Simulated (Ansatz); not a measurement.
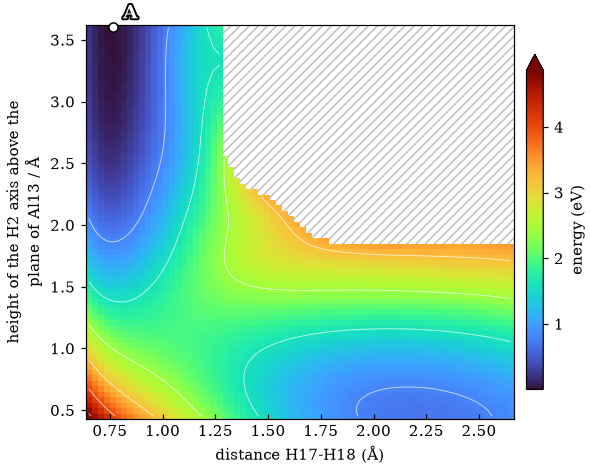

H₂ on an Al(110) slab cut from the Fm-3m phase, its upper half relaxed before the scan (16 atoms of substrate and one adsorbate in a 2 × 2 cell). 
- H2 lies flat over one site of a rigid substrate while its bond length and height are varied; it sits over a bridge site, heights counted from the top plane, its axis along the second surface vector.
- The first coordinate is: distance H17-H18; the second: height of the H2 axis above the plane of Al13.
- The grid has 8 × 9 points. At 15 points there is no value (left out: too close to the surface, or the stretched molecule far from it).
- Points are written as (first, second).
- Energies: eV, counted from the lowest grid point.
- Computed with Ansatz 0.2.0, DFT PBE, scalar-relativistic, plane waves, PAW. Settings: cutoff 420 eV, k-mesh 5×4×1, gaussian smearing 0.1 eV, no spin polarisation.

The picture shows a smooth colour map with a few white contour lines, one colour for all values above the top of the scale, hatched blanks where no value was computed, the point A. Between grid points the surface is interpolated.

Q: Find the lowest path from A to the other arm of the map, and its barrier.

A: The easiest path runs from the intact molecule far from the surface, (0.750 Å, 3.60 Å), to the well of the stretched molecule, (2.235 Å, 0.45 Å). Its highest point, at about (1.09 Å, 1.17 Å), lies about 1.9 eV above the start and 1.3 eV above the end on the interpolated surface. An end on the edge of the scan is no minimum, so the barrier from there is a lower bound.

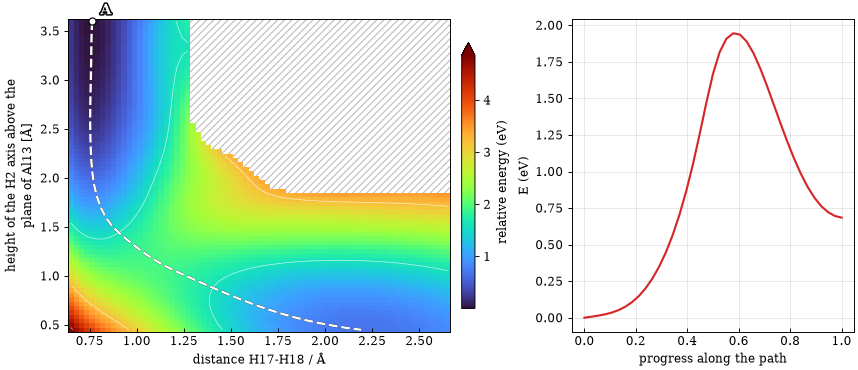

In the figure: a smooth colour map with a few white contour lines, a line along the lowest path, one colour for all values above the top of the scale, hatched blanks where no value was computed, the energy along the path at the right. Between grid points the surface is interpolated.

PAW datasets: the set soft_1.
